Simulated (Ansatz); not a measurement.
# Palladium, fcc under PBE: how the Gaussian smearing moves the result

A convergence test of the Gaussian smearing width. The geometry was relaxed under PBE beforehand and stays fixed; 7 values are run, from 0.01 to 1.0 eV. Wanted are the values from which on the energy stays within 10 and 1 meV/atom, and the pressure within 0.5 GPa, of the narrowest run. Within the series other settings stay, but some runs also write fields, which adds to their time. The moments start as that relaxation left them.

Method: DFT PBE, plane waves with PAW, scalar-relativistic, in Ansatz 0.2.0.

### 1 The system as given

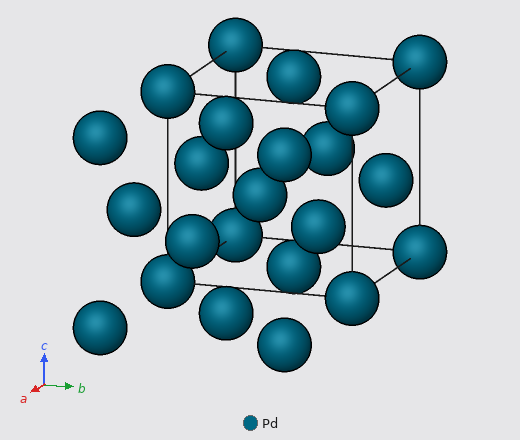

The structure, seen slightly off an axis (palladium blue). 2×1×1 conventional cells are drawn; the run uses a primitive one. Any atoms on the faces are drawn again on the opposite ones.

Structure file:

```xyz
1
Lattice="0.0000 1.9737 1.9737 1.9737 0.0000 1.9737 1.9737 1.9737 0.0000" Properties=species:S:1:pos:R:3 pbc="T T T"
Pd    0.0000    0.0000    0.0000
```

Starting moments (μB): +0.29.

### 2 Run at 0.01 eV

The run at 0.01 eV.

Contents of input.yaml:

```yaml
crystal:
  lattice:
    - [0.0, 1.9737080107, 1.9737080107]
    - [1.9737080107, 0.0, 1.9737080107]
    - [1.9737080107, 1.9737080107, 0.0]
  atoms:
    - { symbol: Pd, position: [0.0, 0.0, 0.0], spin: 0.288 }
hamiltonian:
  xc: pbe
  pseudopotentials:
    kind: paw
    azcp:
      Pd: "pseudopotentials/Pd.paw.azcp"
basis:
  ecutwfc: 420
  fft_grid_basis: typed
kpoints:
  mp_grid: { grid: [14, 14, 14], shift: [0, 0, 0] }
magnetization:
  spin_polarized: true
scf:
  occupations: { method: gaussian, width: 0.01 }
  lower_state_search: "off"
output:
  stress: true
```

Command:

```sh
$ ansatz run input.yaml --threads 1 --pin off --max-ram 3584MiB --backend cpu --events-out ev --progress --plain --runs-dir out
```

Output, cut to the lines that bear on the results:

```text
[...]
Pseudopotentials: kind: paw
Pseudopotential: Pd, paw, valence charge 18, recommended cutoff 420 eV (normal), <dir>
Functional definition: PBE
[...]
Crystal: 1 atoms, lattice volume = 15.377 Å³
Basis set: ecut = 420 eV, 307 PW (Γ)
Bands: 14, of which v1, the nominal top of the filled ones, is band 9 counted from 1 (8 counted from 0)
Symmetry: 48 space group operations
Space group: Fm-3m (ITA 225), of the structure as read, at distance tolerance 2.5e-5 Å
Magnetic group: BNS 225.116 (UNI 1618), of the structure as read, at distance tolerance 2.5e-5 Å
k-points: 104 of 2744
[...]
Starting moments: Σ|m| = 0.288 μB on 1 of 1 site
[...]
SCF iter   1: F=—  HF=-6973.790422 eV  |F-HF|=—  |Δ(HF+E_count)|=         —  Δρ=7.93e-2 (↑7.93e-2 ↓7.41e-2)  dr2=3.66e0  dr2_m=3.29e-3  M=0.226 μB ∫|m|=0.232 μB  β_m=0.30  ethr=3.10e-3  ⟨swp⟩=5.8  Hψ=15616  notcnv=0
[...]
spin-set hold released at iteration 10 (site moments contracting): the magnetisation degrees of freedom join the quasi-Newton model from the next iteration; the mixer history was flushed
[...]
SCF iter  16: F=-6972.845595 eV  HF=-6972.845595 eV  |F-HF|=2.36e-11  |Δ(HF+E_count)|=   1.68e-9  Δρ=7.37e-7 (↑7.37e-7 ↓6.59e-7)  dr2=6.64e-13  dr2_m=6.85e-11  M=0.454 μB ∫|m|=0.469 μB  ethr=1.00e-12  ⟨swp⟩=1.0  Hψ=8180  notcnv=0
[...]
SCF converged after 16 iterations
Magnetization: 0.4543 μB (9.2272 up, 8.7728 down)
Absolute magnetization: 0.4689 μB (∫|ρ↑−ρ↓|, with the PAW one-centre terms)
Spin contamination: 0.0010 ħ² per cell (⟨S²⟩ above its minimum at these occupations)
Per-site moments (μB) at R_I (Å): [(0.45934900746415774, 1.1513884127197491)]
Free energy (F): -6972.845595 eV
[...]
E sigma→0 (E₀):  -6972.845516 eV
Entropy (-TS):   -0.000158 eV (-0.158 meV/atom)
Fermi energy:    18.775247 eV
[...]
--- Stress (GPa, compression-positive) ---
       -0.035101       0.000000       0.000000
       -0.000000      -0.035101      -0.000000
       -0.000000       0.000000      -0.035101
  P = ⅓ Tr σ = -0.0351 GPa (-0.351 kbar)
```

Run time: 6.7 s. Hardware: 1 thread of Intel Xeon Platinum 8259CL at 2.50GHz (Skylake/Cascade Lake), shared host; peak memory 0.39 GiB.

### 3 Run at 0.03 eV

The run at 0.03 eV.

Changes to input.yaml since step 2:

```diff
@@ -21,3 +21,3 @@
 scf:
-  occupations: { method: gaussian, width: 0.01 }
+  occupations: { method: gaussian, width: 0.03 }
   lower_state_search: "off"
@@ -25 +25,5 @@
   stress: true
+  write_density: true
+  write_potential: true
+  elf: true
+  volumetric_format: npy
```

Command:

```sh
$ ansatz run input.yaml --threads 1 --pin off --max-ram 3584MiB --backend cpu --events-out ev --progress --plain --runs-dir out
```

Output, cut to the lines that bear on the results:

```text
[...]
[... 3 set-up lines as earlier in the session ...]
[...]
Crystal: 1 atoms, lattice volume = 15.377 Å³
Basis set: ecut = 420 eV, 307 PW (Γ)
Bands: 14, of which v1, the nominal top of the filled ones, is band 9 counted from 1 (8 counted from 0)
[... 2 set-up lines as earlier in the session ...]
Magnetic group: BNS 225.116 (UNI 1618), of the structure as read, at distance tolerance 2.5e-5 Å
k-points: 104 of 2744
[...]
Starting moments: Σ|m| = 0.288 μB on 1 of 1 site
[...]
SCF iter   1: F=—  HF=-6973.790903 eV  |F-HF|=—  |Δ(HF+E_count)|=         —  Δρ=7.90e-2 (↑7.90e-2 ↓7.44e-2)  dr2=3.66e0  dr2_m=3.06e-3  M=0.231 μB ∫|m|=0.237 μB  β_m=0.30  ethr=3.10e-3  ⟨swp⟩=5.8  Hψ=15616  notcnv=0
[...]
SCF converged after 16 iterations
Magnetization: 0.4640 μB (9.2320 up, 8.7680 down)
Absolute magnetization: 0.4792 μB (∫|ρ↑−ρ↓|, with the PAW one-centre terms)
Spin contamination: 0.0011 ħ² per cell (⟨S²⟩ above its minimum at these occupations)
Per-site moments (μB) at R_I (Å): [(0.4693162206657313, 1.1513884127197491)]
Free energy (F): -6972.846075 eV
[...]
E sigma→0 (E₀):  -6972.845601 eV
Entropy (-TS):   -0.000947 eV (-0.947 meV/atom)
Fermi energy:    18.778752 eV
[...]
--- Stress (GPa, compression-positive) ---
        0.006130      -0.000000      -0.000000
        0.000000       0.006130       0.000000
       -0.000000       0.000000       0.006130
  P = ⅓ Tr σ = 0.0061 GPa (0.061 kbar)
--- Band table (eV; the first three rows and the last of 208) ---
  k-point 0 ↑: bands = ["-65.4611", "-30.9967", "-30.9967", "-30.9967", "11.8716", "15.8915", "15.8915", "15.8915", "17.4294", "17.4294", "35.7140", "40.1951", "40.1951", "40.1951"]
[...]
```

Wall time 8.7 s (1 thread of Intel Xeon Platinum 8259CL at 2.50GHz (Skylake/Cascade Lake), shared host); peak memory 0.4 GiB.

### 4 Run at 0.1 eV

The run at 0.1 eV.

Changes to input.yaml since step 3:

```diff
@@ -21,3 +21,3 @@
 scf:
-  occupations: { method: gaussian, width: 0.03 }
+  occupations: { method: gaussian, width: 0.1 }
   lower_state_search: "off"
@@ -25,5 +25 @@
   stress: true
-  write_density: true
-  write_potential: true
-  elf: true
-  volumetric_format: npy
```

Command:

```sh
$ ansatz run input.yaml --threads 1 --pin off --max-ram 3584MiB --backend cpu --events-out ev --progress --plain --runs-dir out
```

Output, cut to the lines that bear on the results:

```text
[...]
[... 3 set-up lines as earlier in the session ...]
[...]
Crystal: 1 atoms, lattice volume = 15.377 Å³
Basis set: ecut = 420 eV, 307 PW (Γ)
Bands: 14, of which v1, the nominal top of the filled ones, is band 9 counted from 1 (8 counted from 0)
[... 2 set-up lines as earlier in the session ...]
Magnetic group: BNS 225.116 (UNI 1618), of the structure as read, at distance tolerance 2.5e-5 Å
k-points: 104 of 2744
[...]
Starting moments: Σ|m| = 0.288 μB on 1 of 1 site
[...]
SCF iter   1: F=—  HF=-6973.796521 eV  |F-HF|=—  |Δ(HF+E_count)|=         —  Δρ=7.91e-2 (↑7.91e-2 ↓7.41e-2)  dr2=3.66e0  dr2_m=3.45e-3  M=0.227 μB ∫|m|=0.233 μB  β_m=0.30  ethr=3.10e-3  ⟨swp⟩=5.0  Hψ=15285  notcnv=0
[...]
spin-set hold released at iteration 9 (site moments contracting): the magnetisation degrees of freedom join the quasi-Newton model from the next iteration; the mixer history was flushed
[...]
SCF iter  16: F=-6972.850492 eV  HF=-6972.850492 eV  |F-HF|=3.09e-11  |Δ(HF+E_count)|=   4.06e-9  Δρ=6.72e-7 (↑6.27e-7 ↓6.72e-7)  dr2=3.07e-13  dr2_m=5.95e-11  M=0.431 μB ∫|m|=0.446 μB  ethr=1.00e-12  ⟨swp⟩=1.0  Hψ=8417  notcnv=0
[...]
SCF converged after 16 iterations
Magnetization: 0.4307 μB (9.2153 up, 8.7847 down)
Absolute magnetization: 0.4462 μB (∫|ρ↑−ρ↓|, with the PAW one-centre terms)
Spin contamination: 0.0010 ħ² per cell (⟨S²⟩ above its minimum at these occupations)
Per-site moments (μB) at R_I (Å): [(0.4364738813608612, 1.1513884127197491)]
Free energy (F): -6972.850492 eV
[...]
E sigma→0 (E₀):  -6972.845536 eV
Entropy (-TS):   -0.009912 eV (-9.912 meV/atom)
Fermi energy:    18.771386 eV
[...]
--- Stress (GPa, compression-positive) ---
        0.000628       0.000000      -0.000000
        0.000000       0.000628      -0.000000
       -0.000000      -0.000000       0.000628
  P = ⅓ Tr σ = 0.0006 GPa (0.006 kbar)
```

Run time: 5.5 s. Hardware: 1 thread of Intel Xeon Platinum 8259CL at 2.50GHz (Skylake/Cascade Lake), shared host; peak memory 0.39 GiB.

### 5 Run at 0.2 eV

The run at 0.2 eV.

Changes to input.yaml since step 4:

```diff
@@ -21,3 +21,3 @@
 scf:
-  occupations: { method: gaussian, width: 0.1 }
+  occupations: { method: gaussian, width: 0.2 }
   lower_state_search: "off"
@@ -25 +25,5 @@
   stress: true
+  write_density: true
+  write_potential: true
+  elf: true
+  volumetric_format: npy
```

Command:

```sh
$ ansatz run input.yaml --threads 1 --pin off --max-ram 3584MiB --backend cpu --events-out ev --progress --plain --runs-dir out
```

Output, cut to the lines that bear on the results:

```text
[...]
[... 3 set-up lines as earlier in the session ...]
[...]
Crystal: 1 atoms, lattice volume = 15.377 Å³
Basis set: ecut = 420 eV, 307 PW (Γ)
Bands: 14, of which v1, the nominal top of the filled ones, is band 9 counted from 1 (8 counted from 0)
[... 2 set-up lines as earlier in the session ...]
Magnetic group: BNS 225.116 (UNI 1618), of the structure as read, at distance tolerance 2.5e-5 Å
k-points: 104 of 2744
[...]
Starting moments: Σ|m| = 0.288 μB on 1 of 1 site
[...]
SCF iter   1: F=—  HF=-6973.812549 eV  |F-HF|=—  |Δ(HF+E_count)|=         —  Δρ=8.03e-2 (↑8.03e-2 ↓7.27e-2)  dr2=3.65e0  dr2_m=5.34e-3  M=0.206 μB ∫|m|=0.211 μB  β_m=0.30  ethr=3.10e-3  ⟨swp⟩=4.9  Hψ=14718  notcnv=0
[...]
SCF converged after 20 iterations
Magnetization: 0.1323 μB (9.0661 up, 8.9339 down)
Absolute magnetization: 0.1378 μB (∫|ρ↑−ρ↓|, with the PAW one-centre terms)
Spin contamination: 0.0002 ħ² per cell (⟨S²⟩ above its minimum at these occupations)
Per-site moments (μB) at R_I (Å): [(0.13451911394121072, 1.1513884127197491)]
Free energy (F): -6972.867099 eV
[...]
E sigma→0 (E₀):  -6972.842563 eV
Entropy (-TS):   -0.049072 eV (-49.072 meV/atom)
Fermi energy:    18.749637 eV
[...]
--- Stress (GPa, compression-positive) ---
       -0.156085       0.000000       0.000000
        0.000000      -0.156085       0.000000
        0.000000      -0.000000      -0.156085
  P = ⅓ Tr σ = -0.1561 GPa (-1.561 kbar)
--- Band table (eV; the first three rows and the last of 208) ---
  k-point 0 ↑: bands = ["-65.3236", "-30.8556", "-30.8556", "-30.8556", "11.8876", "16.0219", "16.0219", "16.0219", "17.5348", "17.5348", "35.7260", "40.2095", "40.2095", "40.2095"]
[...]
```

Wall time 16 s (1 thread of Intel Xeon Platinum 8259CL at 2.50GHz (Skylake/Cascade Lake), shared host); peak memory 0.4 GiB.

### 6 Run at 0.3 eV

The run at 0.3 eV.

Changes to input.yaml since step 5:

```diff
@@ -21,3 +21,3 @@
 scf:
-  occupations: { method: gaussian, width: 0.2 }
+  occupations: { method: gaussian, width: 0.3 }
   lower_state_search: "off"
@@ -25,5 +25 @@
   stress: true
-  write_density: true
-  write_potential: true
-  elf: true
-  volumetric_format: npy
```

Command:

```sh
$ ansatz run input.yaml --threads 1 --pin off --max-ram 3584MiB --backend cpu --events-out ev --progress --plain --runs-dir out
```

Output, cut to the lines that bear on the results:

```text
[...]
[... 3 set-up lines as earlier in the session ...]
[...]
Crystal: 1 atoms, lattice volume = 15.377 Å³
Basis set: ecut = 420 eV, 307 PW (Γ)
Bands: 14, of which v1, the nominal top of the filled ones, is band 9 counted from 1 (8 counted from 0)
[... 2 set-up lines as earlier in the session ...]
Magnetic group: BNS 225.116 (UNI 1618), of the structure as read, at distance tolerance 2.5e-5 Å
k-points: 104 of 2744
[...]
Starting moments: Σ|m| = 0.288 μB on 1 of 1 site
[...]
SCF iter   1: F=—  HF=-6973.836397 eV  |F-HF|=—  |Δ(HF+E_count)|=         —  Δρ=8.18e-2 (↑8.18e-2 ↓7.11e-2)  dr2=3.64e0  dr2_m=8.35e-3  M=0.180 μB ∫|m|=0.186 μB  β_m=0.30  ethr=3.10e-3  ⟨swp⟩=4.9  Hψ=14224  notcnv=0
[...]
WARN: the starting moments were not kept: the SCF closed with an absolute magnetisation of 1.7e-5 μB, where they sum to 0.288 μB in size (1 site). That is at most 0.1 of that sum. Measured as dr2_m measures the in/out step, that magnetisation stands 2.0e-10 eV from none, at or under the [...]
The SCF converged. Along the directions that its mixing steps explored, a Ritz value of the dielectric operator 1 − χ₀K read negative at each of the last 4 readings (its real part and the size of its imaginary part sum to between -4.9 and -0.0078).
[...]
No search for a lower state was made along the close's negative reading: the deck asks for none (scf.lower_state_search: off) (following: asked_to_warn; scf.lower_state_search in the input reference).
SCF converged after 19 iterations
Magnetization: -0.0000 μB (9.0000 up, 9.0000 down)
Absolute magnetization: 0.0000 μB (∫|ρ↑−ρ↓|, with the PAW one-centre terms)
Spin contamination: 0.0000 ħ² per cell (⟨S²⟩ above its minimum at these occupations)
Per-site moments (μB) at R_I (Å): [(-1.6618868614825557e-5, 1.1513884127197491)]
Free energy (F): -6972.895379 eV
[...]
E sigma→0 (E₀):  -6972.849037 eV
Entropy (-TS):   -0.092685 eV (-92.685 meV/atom)
Fermi energy:    18.768283 eV
[...]
--- Stress (GPa, compression-positive) ---
        0.018305       0.000000       0.000000
        0.000000       0.018305       0.000000
       -0.000000       0.000000       0.018305
  P = ⅓ Tr σ = 0.0183 GPa (0.183 kbar)
```

It took 5.9 s on 1 thread of Intel Xeon Platinum 8259CL at 2.50GHz (Skylake/Cascade Lake), shared host; peak memory 0.39 GiB.

### 7 Run at 0.6 eV

The run at 0.6 eV.

Changes to input.yaml since step 6:

```diff
@@ -21,3 +21,3 @@
 scf:
-  occupations: { method: gaussian, width: 0.3 }
+  occupations: { method: gaussian, width: 0.6 }
   lower_state_search: "off"
```

Command:

```sh
$ ansatz run input.yaml --threads 1 --pin off --max-ram 3584MiB --backend cpu --events-out ev --progress --plain --runs-dir out
```

Output, cut to the lines that bear on the results:

```text
[...]
[... 3 set-up lines as earlier in the session ...]
[...]
Crystal: 1 atoms, lattice volume = 15.377 Å³
Basis set: ecut = 420 eV, 307 PW (Γ)
Bands: 14, of which v1, the nominal top of the filled ones, is band 9 counted from 1 (8 counted from 0)
[... 2 set-up lines as earlier in the session ...]
Magnetic group: BNS 225.116 (UNI 1618), of the structure as read, at distance tolerance 2.5e-5 Å
k-points: 104 of 2744
[...]
Starting moments: Σ|m| = 0.288 μB on 1 of 1 site
[...]
SCF iter   1: F=—  HF=-6973.941356 eV  |F-HF|=—  |Δ(HF+E_count)|=         —  Δρ=8.45e-2 (↑8.45e-2 ↓6.82e-2)  dr2=3.64e0  dr2_m=1.60e-2  M=0.135 μB ∫|m|=0.141 μB  β_m=0.30  ethr=3.10e-3  ⟨swp⟩=4.9  Hψ=13792  notcnv=0
[...]
spin-set hold released at iteration 9 (site moments contracting): the magnetisation degrees of freedom join the quasi-Newton model from the next iteration; the mixer history was flushed
[...]
SCF iter  15: F=-6973.004682 eV  HF=-6973.004682 eV  |F-HF|=6.17e-10  |Δ(HF+E_count)|=  3.15e-10  Δρ=1.16e-6 (↑1.11e-6 ↓1.16e-6)  dr2=7.05e-10  dr2_m=1.39e-12  M=-0.000 μB ∫|m|=0.000 μB  ethr=1.00e-12  ⟨swp⟩=1.0  Hψ=8537  notcnv=0
WARN: the starting moments were not kept: the SCF closed with an absolute magnetisation of 7.2e-7 μB, where they sum to 0.288 μB in size (1 site). That is at most 0.1 of that sum. Measured as dr2_m measures the in/out step, that magnetisation stands 8.7e-14 eV from none, at or under the [...]
SCF converged after 15 iterations
Magnetization: -0.0000 μB (9.0000 up, 9.0000 down)
Absolute magnetization: 0.0000 μB (∫|ρ↑−ρ↓|, with the PAW one-centre terms)
Spin contamination: 0.0000 ħ² per cell (⟨S²⟩ above its minimum at these occupations)
Per-site moments (μB) at R_I (Å): [(-3.3538121587719e-7, 1.1513884127197491)]
Free energy (F): -6973.004682 eV
[...]
E sigma→0 (E₀):  -6972.880434 eV
Entropy (-TS):   -0.248496 eV (-248.496 meV/atom)
Fermi energy:    18.866328 eV
[...]
--- Stress (GPa, compression-positive) ---
        0.683484       0.000000       0.000000
        0.000000       0.683484       0.000000
        0.000000       0.000000       0.683484
  P = ⅓ Tr σ = 0.6835 GPa (6.835 kbar)
```

Wall time 5.2 s (1 thread of Intel Xeon Platinum 8259CL at 2.50GHz (Skylake/Cascade Lake), shared host); peak memory 0.39 GiB.

### 8 Run at 1.0 eV

The run at 1.0 eV.

Changes to input.yaml since step 7:

```diff
@@ -21,3 +21,3 @@
 scf:
-  occupations: { method: gaussian, width: 0.6 }
+  occupations: { method: gaussian, width: 1.0 }
   lower_state_search: "off"
```

Command:

```sh
$ ansatz run input.yaml --threads 1 --pin off --max-ram 3584MiB --backend cpu --events-out ev --progress --plain --runs-dir out
```

Output, cut to the lines that bear on the results:

```text
band count auto-derived: 15 (N_el = 18.0; filled up to band 9; 14 by the electrons, moments and atoms)
[...]
[... 3 set-up lines as earlier in the session ...]
[...]
Crystal: 1 atoms, lattice volume = 15.377 Å³
Basis set: ecut = 420 eV, 307 PW (Γ)
Bands: 15, of which v1, the nominal top of the filled ones, is band 9 counted from 1 (8 counted from 0)
[... 2 set-up lines as earlier in the session ...]
Magnetic group: BNS 225.116 (UNI 1618), of the structure as read, at distance tolerance 2.5e-5 Å
k-points: 104 of 2744
[...]
Starting moments: Σ|m| = 0.288 μB on 1 of 1 site
[...]
SCF iter   1: F=—  HF=-6974.141064 eV  |F-HF|=—  |Δ(HF+E_count)|=         —  Δρ=8.64e-2 (↑8.64e-2 ↓6.66e-2)  dr2=3.66e0  dr2_m=2.21e-2  M=0.108 μB ∫|m|=0.113 μB  β_m=0.30  ethr=3.10e-3  ⟨swp⟩=4.9  Hψ=14453  notcnv=0
[...]
SCF iter  15: F=-6973.196264 eV  HF=-6973.196264 eV  |F-HF|=3.18e-11  |Δ(HF+E_count)|=  5.65e-10  Δρ=4.09e-7 (↑4.09e-7 ↓2.01e-7)  dr2=4.41e-11  dr2_m=3.34e-12  M=0.000 μB ∫|m|=0.000 μB  ethr=1.00e-12  ⟨swp⟩=1.0  Hψ=8847  notcnv=0
WARN: the starting moments were not kept: the SCF closed with an absolute magnetisation of 2.8e-6 μB, where they sum to 0.288 μB in size (1 site). That is at most 0.1 of that sum. Measured as dr2_m measures the in/out step, that magnetisation stands 3.5e-12 eV from none, at or under the [...]
SCF converged after 15 iterations
Magnetization: 0.0000 μB (9.0000 up, 9.0000 down)
Absolute magnetization: 0.0000 μB (∫|ρ↑−ρ↓|, with the PAW one-centre terms)
Spin contamination: 0.0000 ħ² per cell (⟨S²⟩ above its minimum at these occupations)
Per-site moments (μB) at R_I (Å): [(1.6771371280792963e-6, 1.1513884127197491)]
Free energy (F): -6973.196264 eV
[...]
E sigma→0 (E₀):  -6972.924554 eV
Entropy (-TS):   -0.543421 eV (-543.421 meV/atom)
Fermi energy:    19.025315 eV
[...]
--- Stress (GPa, compression-positive) ---
        2.025172       0.000000       0.000000
       -0.000000       2.025172       0.000000
       -0.000000       0.000000       2.025172
  P = ⅓ Tr σ = 2.0252 GPa (20.252 kbar)
```

Wall time 6.2 s (1 thread of Intel Xeon Platinum 8259CL at 2.50GHz (Skylake/Cascade Lake), shared host); peak memory 0.39 GiB.

### 9 All values side by side

Energies count from the run at 0.01 eV.

| smearing (eV) | F (meV/atom) | E(σ → 0) (meV/atom) | P (GPa) | largest moment (μB) | SCF cycles | CPU time |
| --- | --- | --- | --- | --- | --- | --- |
| 0.01 | 0.00 | 0.00 | -0.04 | 0.459 | 16 | 6.6 s |
| 0.03 | -0.48 | -0.09 | 0.01 | 0.469 | 16 | 8.7 s |
| 0.1 | -4.90 | -0.02 | 0.00 | 0.436 | 16 | 5.5 s |
| 0.2 | -21.50 | 2.95 | -0.16 | 0.135 | 20 | 16 s |
| 0.3 | -49.78 | -3.52 | 0.02 | 0.000 | 19 | 5.9 s |
| 0.6 | -159.09 | -34.92 | 0.68 | 0.000 | 15 | 5.2 s |
| 1.0 | -350.67 | -79.04 | 2.03 | 0.000 | 15 | 6.2 s |

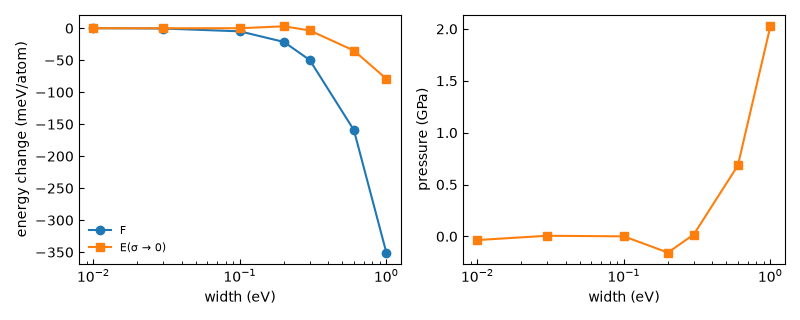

Energy and pressure against the Gaussian smearing width.

### 10 What came out

| quantity | value |
| --- | --- |
| E(σ → 0) stays within 10 meV/atom of 0.01 eV | up to 0.3 eV |
| E(σ → 0) stays within 1 meV/atom | up to 0.1 eV |
| pressure stays within 0.5 GPa | up to 0.3 eV |
| pressure at 0.01 eV | -0.04 GPa |
| energy of a separate run on a finer mesh (22×22×22) | -3.1 meV/atom from 0.01 eV |

In words: At 1.0 eV the energy differs by -79.0 meV/atom and the pressure by +2.1 GPa. The free energy F moves by -350.7 meV/atom over the range, and the estimate for σ → 0 by -79.0. In theory F falls as the square of the width under this scheme, but here the ratio is not steady: the mesh at narrow widths, or a density of states that varies over the wide ones, can both cause that. The mesh (14×14×14) is fixed, so the narrowest widths carry a k-point error of their own. The largest moment goes from 0.46 μB at 0.01 eV to 0.00 μB at 1.0 eV. The yardstick itself is unsettled by 3.1 meV/atom against the finer mesh, so the thresholds above hold only within this series, and wider smearing, which averages over more states, can land nearer the fine-mesh value than the narrowest does. The cell taken over is 5 % larger than the measured one (14.71 Å³/atom, COD). Real palladium is paramagnetic; it lies so near a magnetic instability that a moment here depends on functional, volume, mesh and start.
